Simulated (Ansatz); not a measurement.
# Binding across the interface in graphene/h-BP/graphene sandwich (62 atoms), part 2 of 3

How much energy holds the two parts of graphene/h-BP/graphene sandwich (62 atoms) together, how does it fall off with distance, and how much does it hang on the functional?

Ansatz 0.2.0; Kohn-Sham DFT, PBE+D3(BJ), PAW (set soft_2), plane waves.

So far. Step 2 (Single point at the start): The r.m.s. force at the start is 0.49 eV/Å. Step 3 (Relaxation): The relaxation converged after 5 steps, 0.381 eV below its start, with a largest force component of 0.029 eV/Å.

## (4) Single point at the relaxed geometry

One more single point at the end of the walk gives the fuller output and checks the residual forces.

Contents of input.yaml:

```yaml
crystal:
  lattice:
    - [8.5073, 0.0, 0.0]
    - [-4.25365, 7.36754, 0.0]
    - [0.0, 0.0, 20.91]
  atoms:
    - { symbol: C, position: [0.16664, 0.66683, 0.32888] }
    - { symbol: C, position: [0.16653, 0.49993, 0.32911] }
    - { symbol: C, position: [0.33324, 5.0e-05, 0.32864] }
    - { symbol: C, position: [0.33321, 0.83338, 0.32863] }
    - { symbol: C, position: [0.16655, 0.16677, 0.32911] }
    - { symbol: C, position: [0.16658, 0.99996, 0.32893] }
    [... 50 atom lines left out ...]
    - { symbol: C, position: [0.36594, 0.44195, 0.67184] }
    - { symbol: C, position: [0.36591, 0.27509, 0.67137] }
    - { symbol: C, position: [0.53261, 0.77506, 0.67253] }
    - { symbol: C, position: [0.53259, 0.60861, 0.6724] }
    - { symbol: C, position: [0.53258, 0.27507, 0.67149] }
    - { symbol: C, position: [0.5326, 0.1086, 0.67165] }
kpoints:
  mp_grid: { grid: [3, 3, 1] }
hamiltonian:
  xc: pbe
  dispersion: d3bj
scf:
  occupations: { method: gaussian, width: 0.05 }
output:
  forces: true
  populations: true
  dos:
    method: { smearing: { sigma: 0.08 } }
    de: 0.1
    projected:
      site_lists:
        B: [B]
        C: [C]
        P: [P]
        layer_1: [0, 1, 2, 3, 4, 5, 6, 7, 8, 9, 10, 11, 12, 13, 14, 15, 16, 17, 18, 19, 20, 21, 22, 23]
        layer_2: [24, 25, 26, 27, 28, 29, 30, 31, 32, 33, 34, 35, 36, 37]
        layer_3: [38, 39, 40, 41, 42, 43, 44, 45, 46, 47, 48, 49, 50, 51, 52, 53, 54, 55, 56, 57, 58, 59, 60, 61]
  eigenvalues: true
  write_density: true
  write_potential: true
  volumetric_format: npy
```

Started as:

```
ansatz run input.yaml --threads 8 --pin off --max-ram 15872MiB --backend cpu --events-out ev --progress --plain --runs-dir out
```

Numbers of over 12 decimals in the logs are rounded to 6 here.

The program printed:

```text
[...]
Crystal: 62 atoms, lattice volume = 1310.594 Å³
Basis set: ecut = 420 eV, 25707 PW (Γ), exchange–correlation on 120×120×288 points (8 copies of the dense FFT grid, shifted against one another)
Bands: 186, of which v1, the nominal top of the filled ones, is band 124 counted from 1 (123 counted from 0)
Symmetry: 1 space group operations
[...]
k-points: 5 of 9 (time reversal used)
[...]
SCF iter   1: F=—  HF=-18434.972681 eV  |F-HF|=—  |Δ(HF+E_count)|=         —  Δρ=2.57e-3  dr2=1.73e-1  ethr=1.77e-3  ⟨swp⟩=12.2  Hψ=6594  notcnv=0  defer=173
[...]
SCF iter  11: F=-18434.934910 eV  HF=-18434.934910 eV  |F-HF|=1.57e-7  |Δ(HF+E_count)|=   1.24e-7  Δρ=1.73e-6  dr2=7.29e-8  ethr=4.03e-11  ⟨swp⟩=31.8  Hψ=11486  notcnv=0
SCF 1 converged in 11 iterations: F = -18434.934910 eV  dr2 = 7.29e-8
[...]
WARN: The output density's exchange-correlation potential varies sharply where the density is thin. Do not read a vacuum level from v_tot or v_xc, or from such a field of the output density. On a cell that repeats whose density bears no net charge and no dipole along the vacuum's axis use v_es (v_loc + v_h of the components); [...]
SCF converged after 11 iterations
Free energy (F): -18434.934910 eV
[...]
Internal energy: -18434.911719 eV  (E = F + TS)
E sigma→0 (E₀):  -18434.923314 eV
Entropy (-TS):   -0.023191 eV (-0.374 meV/atom)
Fermi energy:    1.095569 eV
[...]
--- Forces (eV/Å), atoms counted from 1 ---
  atom   1  C      0.00303861    -0.01299060     0.00456959
  atom   2  C     -0.00998904     0.02067567     0.00064901
  atom   3  C     -0.00759404    -0.00799204     0.00158182
  atom   4  C     -0.00372600     0.00239260     0.00124480
  atom   5  C      0.00174752    -0.01636726     0.00153825
  atom   6  C      0.00319745     0.01250572     0.00031357
  atom   7  C      0.01265322     0.00138622    -0.00104645
  atom   8  C      0.01591393     0.01348077     0.00680250
  atom   9  C     -0.00229081    -0.01492173     0.00109729
  atom  10  C      0.00430467    -0.00313950     0.00430270
  atom  11  C     -0.00427027    -0.00696058    -0.00261037
  atom  12  C     -0.00341768     0.00802373     0.00330386
  atom  13  C     -0.00742942    -0.02046183     0.00008624
  atom  14  C     -0.01514438     0.01572131     0.00321046
[...]
atom  61  C      0.01218933     0.01457377    -0.00169379
  atom  62  C      0.01759515    -0.01061705     0.00011062
  max |Σ_I F_I| component: 1.21e-5 eV/Å
--- Band table (eV; the first three rows and the last of 5) ---
[...]
--- Löwdin populations: 62 sites ---
  site symbol       q [e]
     0      C      3.9588
     1      C      3.9582
     2      C      3.9585
[...]
61      C      3.9582
  spilling = 0.009916 (of n_electrons = 248.000000)
```

Wall time 45 s (8 threads of Arm Neoverse V2, shared host); peak memory 5.1 GiB.

The program notes that the exchange-correlation potential is rough where the density is thin.

Numbers from this run:

| Quantity | Value |
| --- | --- |
| free energy | -18434.9349 eV |
| free energy per atom | -297.3377 eV/atom |
| SCF cycles | 11 |
| r.m.s. force component | 0.00783 eV/Å |
| longest force | 0.02954 eV/Å |
| Fermi energy | 1.096 eV |
| levels partly filled by over 2 per cent | 8 |
| potential in mid-vacuum, over the Fermi level | 4.246 eV |
| potential 4.5 Å over the upper face | 4.246 eV |
| potential 4.5 Å under the lower face | 4.245 eV |
| spilling of the projection | 0.009916 |

Löwdin charges by element (they lack the spilled electrons, 0.040 e an atom on average):

```tsv
element	coordination	atoms	mean charge (e)	spread	least	most
B	all	7	-0.585	0.001	-0.587	-0.584
C	all	48	0.0413	4.0e-4	0.0406	0.0426
P	all	7	0.653	1.0e-4	0.653	0.653
```

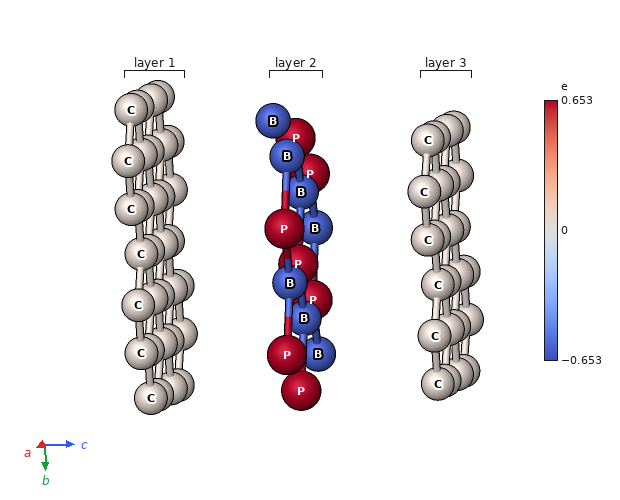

Atoms coloured by Löwdin charge. Bonds to atoms that aren't drawn are left out. Some periodic images of atoms are drawn too.

By region:

```tsv
region	atoms	mean length of the force (eV/Å)
layer 1	24	0.013
layer 2	14	0.002
layer 3	24	0.015
```

States in the cell by windows of 1 eV, zero at the Fermi level; the larger projections on atomic orbitals stand beside the total:

```tsv
from (eV)	to (eV)	total	C p	layer 3	layer 1	layer 2	P p	B p
-14	-13	9.5	4.2	3.3	3.3	2.8	0.2	0.4
-13	-12	8.4	2.8	2.2	2.2	3.9	0.4	1.0
-12	-11	18.7	8.9	6.6	6.6	5.3	0.3	1.8
-11	-10	1.3	0.9	0.4	0.4	0.4	0.0	0.2
-10	-9	16.0	12.6	7.9	7.9	0.0	0.0	0.0
-9	-8	13.5	7.3	3.9	3.9	5.5	2.9	0.7
-8	-7	18.0	13.1	7.4	7.4	2.9	1.3	0.7
-7	-6	23.9	19.8	10.2	10.2	3.3	1.6	1.2
-6	-5	22.9	18.4	9.5	9.5	3.7	1.7	1.4
-5	-4	20.8	13.2	6.7	6.7	7.3	3.6	3.3
-4	-3	22.0	13.8	7.0	7.0	8.0	4.0	3.8
-3	-2	15.3	9.5	4.8	4.8	5.7	3.1	2.5
-2	-1	10.5	5.5	2.8	2.8	5.0	3.3	1.7
-1	0	1.9	1.4	0.7	0.7	0.4	0.4	0.0
0	1	2.3	0.6	0.3	0.3	1.5	0.3	1.2
1	2	13.2	8.6	4.3	4.3	4.0	1.4	2.5
2	3	15.9	10.0	5.0	5.0	4.8	1.3	1.9
3	4	13.3	2.5	1.2	1.2	6.6	1.8	2.6
4	5	21.2	8.0	4.0	4.0	5.1	1.9	2.0
```

The curve was stored every 0.100 eV, coarse against its broadening of 0.08 eV, so these counts are rough.

Between -20 and -14 eV lie 46 more states.

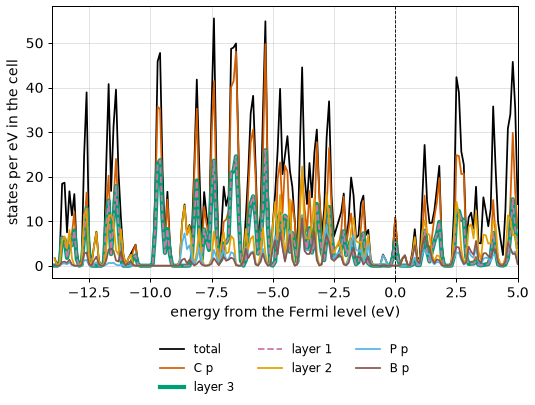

Total and projected density of states, with the broadening of the input.

The levels nearest the highest filled one (over half full), pooled over k-points and spins:

```tsv
level less the highest filled one (eV)	occupation
-1.11	2
-0.469	2
-0.0152	1.44
-0.0091	1.31
-0.0066	1.26
0	1.12
0.0121	0.845
0.0141	0.802
0.0193	0.691
0.0273	0.532
0.366	0
0.791	0
```

Planar average of the electrostatic potential energy along the normal, with the Fermi level as zero, after a running mean with a triangular window 4 Å wide at its base:

```tsv
height (Å)	potential energy (eV)
0.0	4.25
0.9	4.25
1.6	4.25
2.5	4.25
3.3	4.23
4.2	4.00
4.9	1.98
5.8	-3.54
6.7	-8.37
7.4	-7.00
8.3	-2.55
9.1	-2.33
10.0	-6.36
10.7	-6.91
11.6	-2.95
12.5	-2.09
13.4	-6.12
14.1	-8.62
15.0	-4.60
15.8	1.11
16.6	3.82
17.4	4.23
18.3	4.24
19.2	4.25
19.9	4.25
20.8	4.25
```

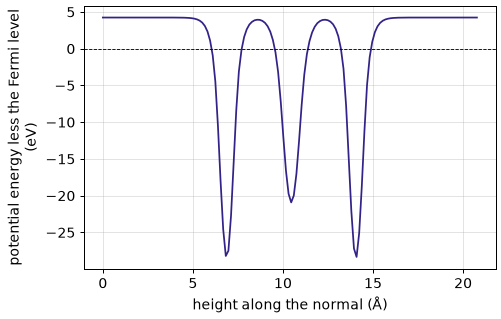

Planar average of the electrostatic potential energy; the dashed line is the Fermi level.

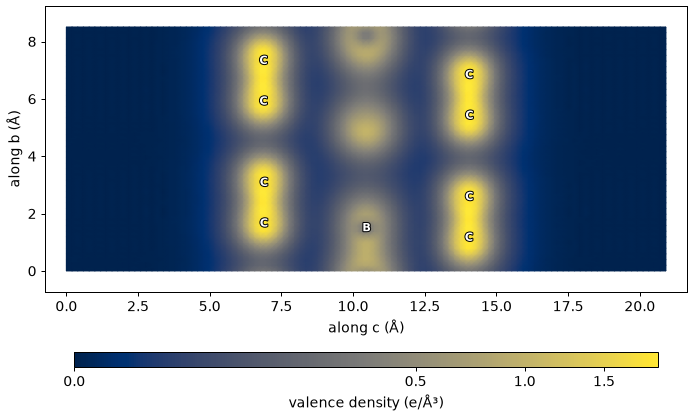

Valence density in the cb plane at fractional x = 0.350, with atoms of C and B within 0.2 Å of it. It is the smooth field of the valence electrons, not physical close to the nuclei. The map starts off the cell's origin, so that atoms lie inside it. The colour scale is stretched toward low values.

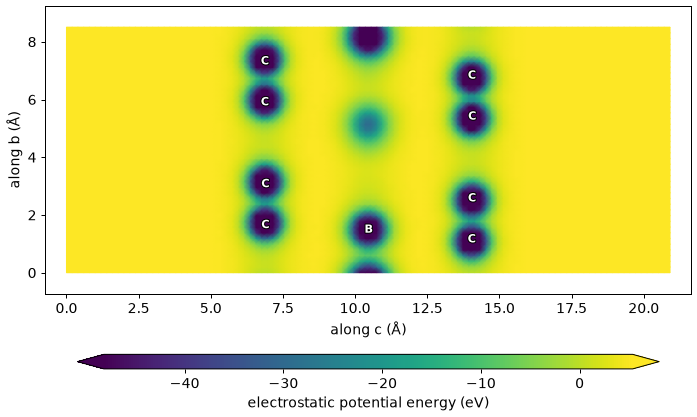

Electrostatic potential energy in the cb plane at fractional x = 0.350, with atoms of C and B within 0.2 Å of it. With pseudopotentials it is smooth inside the atoms' cores, unlike the true potential. The map starts off the cell's origin, so that atoms lie inside it.

No gap is quoted, since levels at the Fermi energy are partly filled. Mean Löwdin charges: B -0.58, C +0.04, P +0.65 e (they miss 0.99 % of the electrons, so they add up to more than the cell's charge). The potential stands 4.25 eV above the Fermi level over the upper face and 4.25 eV under the lower one, a reading of the work function, with no dipole correction.

## (5) The lower part alone

The lower part (layer 1 and layer 2) is solved alone, atoms held, in the same cell.

Contents of input.yaml:

```yaml
crystal:
  lattice:
    - [8.5073, 0.0, 0.0]
    - [-4.25365, 7.36754, 0.0]
    - [0.0, 0.0, 20.91]
  atoms:
    - { symbol: C, position: [0.16664, 0.66683, 0.32888] }
    - { symbol: C, position: [0.16653, 0.49993, 0.32911] }
    - { symbol: C, position: [0.33324, 5.0e-05, 0.32864] }
    - { symbol: C, position: [0.33321, 0.83338, 0.32863] }
    - { symbol: C, position: [0.16655, 0.16677, 0.32911] }
    - { symbol: C, position: [0.16658, 0.99996, 0.32893] }
    [... 26 atom lines left out ...]
    - { symbol: B, position: [0.34958, 0.31446, 0.50036] }
    - { symbol: P, position: [0.39713, 0.12396, 0.50031] }
    - { symbol: B, position: [0.49244, 0.74301, 0.50034] }
    - { symbol: P, position: [0.54007, 0.55252, 0.50034] }
    - { symbol: B, position: [0.63523, 0.1716, 0.50037] }
    - { symbol: P, position: [0.68294, 0.98116, 0.50042] }
kpoints:
  mp_grid: { grid: [3, 3, 1] }
hamiltonian:
  xc: pbe
  dispersion: d3bj
scf:
  occupations: { method: gaussian, width: 0.05 }
output:
  forces: true
  eigenvalues: true
  write_density: true
  write_potential: true
  volumetric_format: npy
```

The program printed:

```text
[...]
Crystal: 38 atoms, lattice volume = 1310.594 Å³
Basis set: ecut = 420 eV, 25707 PW (Γ), exchange–correlation on 120×120×288 points (8 copies of the dense FFT grid, shifted against one another)
Bands: 114, of which v1, the nominal top of the filled ones, is band 76 counted from 1 (75 counted from 0)
Symmetry: 1 space group operations
[...]
k-points: 5 of 9 (time reversal used)
[...]
SCF iter   1: F=—  HF=-12409.206358 eV  |F-HF|=—  |Δ(HF+E_count)|=         —  Δρ=1.82e-3  dr2=5.32e-2  ethr=1.77e-3  ⟨swp⟩=12.2  Hψ=4056  notcnv=0  defer=87
[...]
SCF iter  11: F=-12409.205438 eV  HF=-12409.205438 eV  |F-HF|=1.93e-7  |Δ(HF+E_count)|=   2.30e-7  Δρ=1.29e-6  dr2=5.28e-8  ethr=6.58e-11  ⟨swp⟩=31.2  Hψ=7315  notcnv=0
SCF 1 converged in 11 iterations: F = -12409.205438 eV  dr2 = 5.28e-8
[...]
SCF converged after 11 iterations
Free energy (F): -12409.205438 eV
[...]
Internal energy: -12409.193083 eV  (E = F + TS)
E sigma→0 (E₀):  -12409.199261 eV
Entropy (-TS):   -0.012355 eV (-0.325 meV/atom)
Fermi energy:    -0.828806 eV
[...]
--- Forces (eV/Å), atoms counted from 1 ---
  atom   1  C      0.00219634    -0.01212218     0.00265460
  atom   2  C     -0.00920440     0.02049837    -0.00079070
  atom   3  C     -0.00719020    -0.00811609    -0.00017369
  atom   4  C     -0.00477476     0.00230253    -0.00039135
  atom   5  C      0.00140752    -0.01521187    -0.00027002
  atom   6  C      0.00302070     0.01125934    -0.00129015
  atom   7  C      0.01224073     0.00095501    -0.00285982
  atom   8  C      0.01456314     0.01353773     0.00475355
  atom   9  C     -0.00125410    -0.01496653    -0.00075144
  atom  10  C      0.00498595    -0.00273530     0.00225165
  atom  11  C     -0.00326542    -0.00576586    -0.00411184
  atom  12  C     -0.00295465     0.00765264     0.00153898
  atom  13  C     -0.00870803    -0.01926374    -0.00131669
  atom  14  C     -0.01417931     0.01391118     0.00103501
[...]
atom  37  B      0.00751726     0.00556287    -0.00356582
  atom  38  P      0.00442823    -0.00540713     0.01005988
  max |Σ_I F_I| component: 1.21e-4 eV/Å
--- Band table (eV; the first three rows and the last of 5) ---
[...]
```

Wall time 20 s (8 threads); peak memory 3.4 GiB; 2.6 min of CPU time.

## (6) The upper part alone

The upper part (layer 3) is solved alone in the same way.

input.yaml, the sections that differ from step 5:

```yaml
crystal:
  lattice:
    - [8.5073, 0.0, 0.0]
    - [-4.25365, 7.36754, 0.0]
    - [0.0, 0.0, 20.91]
  atoms:
    - { symbol: C, position: [0.69938, 0.60859, 0.67226] }
    - { symbol: C, position: [0.69938, 0.44193, 0.67185] }
    - { symbol: C, position: [0.86589, 0.94187, 0.67224] }
    - { symbol: C, position: [0.8659, 0.77511, 0.6722] }
    - { symbol: C, position: [0.69941, 0.10854, 0.67207] }
    - { symbol: C, position: [0.69941, 0.94189, 0.67249] }
    [... 12 atom lines left out ...]
    - { symbol: C, position: [0.36594, 0.44195, 0.67184] }
    - { symbol: C, position: [0.36591, 0.27509, 0.67137] }
    - { symbol: C, position: [0.53261, 0.77506, 0.67253] }
    - { symbol: C, position: [0.53259, 0.60861, 0.6724] }
    - { symbol: C, position: [0.53258, 0.27507, 0.67149] }
    - { symbol: C, position: [0.5326, 0.1086, 0.67165] }
# kpoints, hamiltonian, scf, output: as in step 5
```

The program printed:

```text
[...]
Crystal: 24 atoms, lattice volume = 1310.594 Å³
Basis set: ecut = 420 eV, 25707 PW (Γ), exchange–correlation on 120×120×288 points (8 copies of the dense FFT grid, shifted against one another)
Bands: 72, of which v1, the nominal top of the filled ones, is band 48 counted from 1 (47 counted from 0)
Symmetry: 1 space group operations
[...]
k-points: 5 of 9 (time reversal used)
[...]
SCF iter   1: F=—  HF=-6024.571002 eV  |F-HF|=—  |Δ(HF+E_count)|=         —  Δρ=1.61e-3  dr2=3.06e-2  ethr=1.77e-3  ⟨swp⟩=17.4  Hψ=2881  notcnv=0  defer=33
[...]
SCF iter   5: F=—  HF=-6024.571997 eV  |F-HF|=—  |Δ(HF+E_count)|=   1.06e-4  Δρ=7.66e-6  dr2=6.42e-7  ethr=6.43e-8  ⟨swp⟩=2.0  Hψ=484  notcnv=0  defer=91
SCF iter   6: F=-6024.572005 eV  HF=-6024.572005 eV  |F-HF|=4.26e-7  |Δ(HF+E_count)|=   7.59e-6  Δρ=1.46e-6  dr2=2.12e-8  ethr=1.04e-10  ⟨swp⟩=35.4  Hψ=4106  notcnv=0
SCF 1 converged in 6 iterations: F = -6024.572005 eV  dr2 = 2.12e-8
[...]
SCF converged after 6 iterations
Free energy (F): -6024.572005 eV
[...]
Internal energy: -6024.559900 eV  (E = F + TS)
E sigma→0 (E₀):  -6024.565953 eV
Entropy (-TS):   -0.012105 eV (-0.504 meV/atom)
Fermi energy:    -2.392483 eV
[...]
Σ components = -6024.572005   (vs F -6024.572005, Δ=0.00e0)
--- Forces (eV/Å), atoms counted from 1 ---
  atom   1  C      0.00122255    -0.00569255    -0.00626137
  atom   2  C      0.00098774    -0.01259907     0.00336824
  atom   3  C      0.00908124     0.00496493    -0.00806754
  atom   4  C      0.00696603    -0.00411069    -0.01526801
[...]
atom  24  C      0.01410237    -0.02473056     0.00847967
  max |Σ_I F_I| component: 1.61e-4 eV/Å
--- Band table (eV; the first three rows and the last of 5) ---
[...]
```

Elapsed: 9.3 s, on 8 threads; peak memory 2.4 GiB; 72 s of CPU time.

The whole (-18434.935 eV) less the lower (-12409.205 eV) and the upper part (-6024.572 eV) leaves -1.157 eV.

## (7) Upper part moved by +0.3 Å

Moving the upper part rigidly maps the well in which it sits.

Contents of input.yaml:

```yaml
crystal:
  lattice:
    - [8.5073, 0.0, 0.0]
    - [-4.25365, 7.36754, 0.0]
    - [0.0, 0.0, 20.91]
  atoms:
    - { symbol: C, position: [0.16664, 0.66683, 0.32888] }
    - { symbol: C, position: [0.16653, 0.49993, 0.32911] }
    - { symbol: C, position: [0.33324, 5.0e-05, 0.32864] }
    - { symbol: C, position: [0.33321, 0.83338, 0.32863] }
    - { symbol: C, position: [0.16655, 0.16677, 0.32911] }
    - { symbol: C, position: [0.16658, 0.99996, 0.32893] }
    [... 50 atom lines left out ...]
    - { symbol: C, position: [0.36594, 0.44195, 0.68619] }
    - { symbol: C, position: [0.36591, 0.27509, 0.68572] }
    - { symbol: C, position: [0.53261, 0.77506, 0.68688] }
    - { symbol: C, position: [0.53259, 0.60861, 0.68675] }
    - { symbol: C, position: [0.53258, 0.27507, 0.68584] }
    - { symbol: C, position: [0.5326, 0.1086, 0.686] }
kpoints:
  mp_grid: { grid: [3, 3, 1] }
hamiltonian:
  xc: pbe
  dispersion: d3bj
scf:
  occupations: { method: gaussian, width: 0.05 }
output:
  forces: true
  eigenvalues: true
```

The program printed:

```text
[...]
Crystal: 62 atoms, lattice volume = 1310.594 Å³
Basis set: ecut = 420 eV, 25707 PW (Γ), exchange–correlation on 120×120×288 points (8 copies of the dense FFT grid, shifted against one another)
Bands: 186, of which v1, the nominal top of the filled ones, is band 124 counted from 1 (123 counted from 0)
Symmetry: 1 space group operations
[...]
k-points: 5 of 9 (time reversal used)
[...]
SCF iter   1: F=—  HF=-18434.895167 eV  |F-HF|=—  |Δ(HF+E_count)|=         —  Δρ=3.16e-3  dr2=1.06e0  ethr=1.77e-3  ⟨swp⟩=9.8  Hψ=5938  notcnv=0  defer=198
[...]
SCF iter   4: F=—  HF=-18434.835126 eV  |F-HF|=—  |Δ(HF+E_count)|=   2.47e-2  Δρ=4.65e-4  dr2=2.33e-2  ethr=3.60e-4  ⟨swp⟩=1.2  Hψ=831  notcnv=0  defer=51
automatic band count: iteration 4 solves 144 bands in place of 186: the levels show a gap, and the empty bands left out lie too high to hold charge; the band table lists the bands solved (type scf.n_extra_bands for more)
SCF iter   5: F=—  HF=-18434.836492 eV  |F-HF|=—  |Δ(HF+E_count)|=   1.37e-3  Δρ=5.18e-4  dr2=6.19e-2  ethr=9.39e-6  ⟨swp⟩=3.4  Hψ=1646  notcnv=0  defer=261
[...]
SCF iter   7: F=—  HF=-18434.836426 eV  |F-HF|=—  |Δ(HF+E_count)|=   3.34e-4  Δρ=1.21e-4  dr2=3.34e-3  ethr=5.05e-7  ⟨swp⟩=2.0  Hψ=903  notcnv=0  defer=261
[...]
SCF iter  11: F=—  HF=-18434.835863 eV  |F-HF|=—  |Δ(HF+E_count)|=   2.51e-7  Δρ=1.85e-6  dr2=3.52e-7  ethr=4.03e-11  ⟨swp⟩=37.6  Hψ=7359  notcnv=0
SCF iter  12: F=-18434.835863 eV  HF=-18434.835863 eV  |F-HF|=1.19e-8  |Δ(HF+E_count)|=   1.69e-8  Δρ=6.32e-7  dr2=1.55e-8  ethr=4.03e-11  ⟨swp⟩=32.4  Hψ=3612  notcnv=0
SCF 1 converged in 12 iterations: F = -18434.835863 eV  dr2 = 1.55e-8
[...]
SCF converged after 12 iterations
Free energy (F): -18434.835863 eV
[...]
Internal energy: -18434.811944 eV  (E = F + TS)
E sigma→0 (E₀):  -18434.823903 eV
Entropy (-TS):   -0.023919 eV (-0.386 meV/atom)
Fermi energy:    1.114584 eV
[...]
Σ components = -18434.835863   (vs F -18434.835863, Δ=0.00e0)
--- Forces (eV/Å), atoms counted from 1 ---
  atom   1  C      0.00286772    -0.01161957     0.00480456
  atom   2  C     -0.00939220     0.02016062     0.00140648
  atom   3  C     -0.00802572    -0.00754196     0.00210623
  atom   4  C     -0.00425284     0.00129022     0.00180531
[...]
atom  62  C      0.01568016    -0.01861221    -0.01632370
  max |Σ_I F_I| component: 1.31e-4 eV/Å
--- Band table (eV; the first three rows and the last of 5) ---
[...]
```

The job ended after 41 s (8 threads; peak memory 5.1 GiB; 5.3 min of CPU time).

Upper part moved by +0.3 Å: the energy stands 0.0990 eV above that of the reference.

(Part 2 of 3 ends here.)

[Logs are printed without paths, hosts, clocks, repeated set-up lines and the standing remarks that a program may print on its own settings, such as how far it seeks lower states.]

[Hosts, paths, dates, database ids (printed as entryN), source tags and the programs' standing remarks are cut or masked in the printed files.]
